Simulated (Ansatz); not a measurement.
Consider this structure.

```
Zn S
1.0
     1.93674    3.31896    0.00222
    -1.93792    3.31964    0.01692
    -0.04816    0.03619   12.53129
Zn S
4 4
Cartesian
  0.0000 0.0000 0.0000
  1.8922 3.3414 6.2395
  0.0167 2.3334 3.0569
  -0.1174 4.3701 9.3632
  0.0204 6.3507 2.0011
  0.0325 0.1710 8.6957
  0.1728 1.9877 5.4441
  0.1448 4.7532 11.7845
```

Q: What would you see if this were drawn?

A: Its composition is ZnS. All rotations and mirrors are lost; the group is P1. Cell content 4 Zn, 4 S; Z = 4.

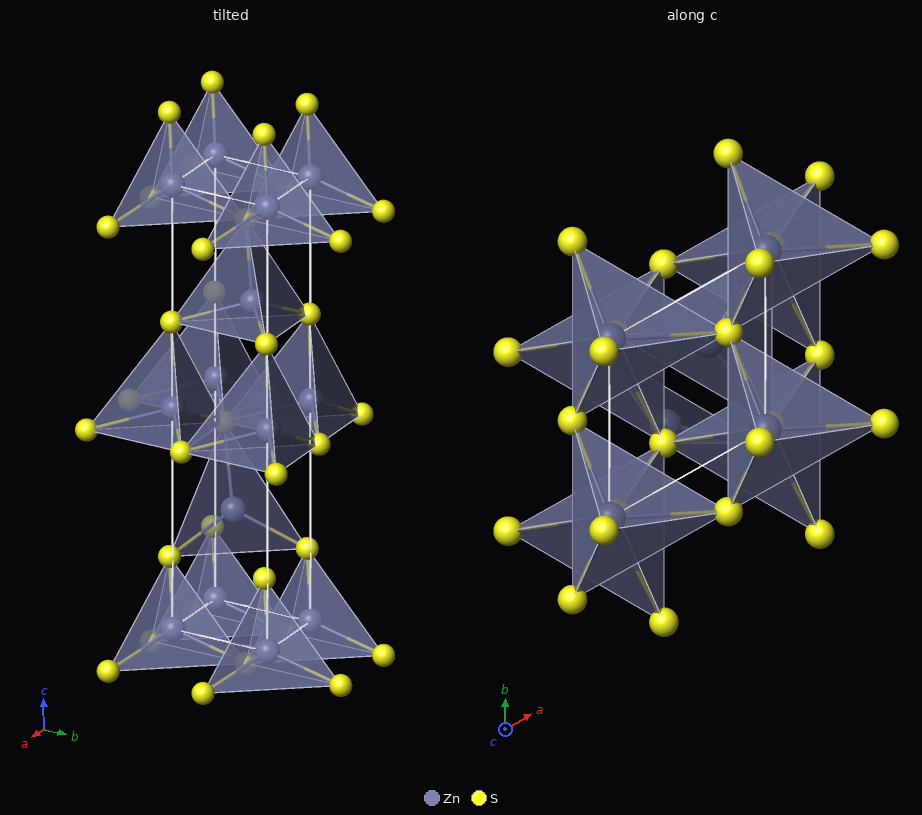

An orthographic polyhedral view of the structure, slightly off an axis and along the c axis. One unit cell is framed, with atoms on its boundary repeated. A few atoms beyond the faces are included.

Provenance: a known structure type with the cell strained and the atoms shaken on purpose; not relaxed. A calculation with Ansatz used it as input.

At this level of theory the cell isn't at rest (forces up to 5.6 eV/Å), so its distances can differ from those at equilibrium, the more so the softer the solid.
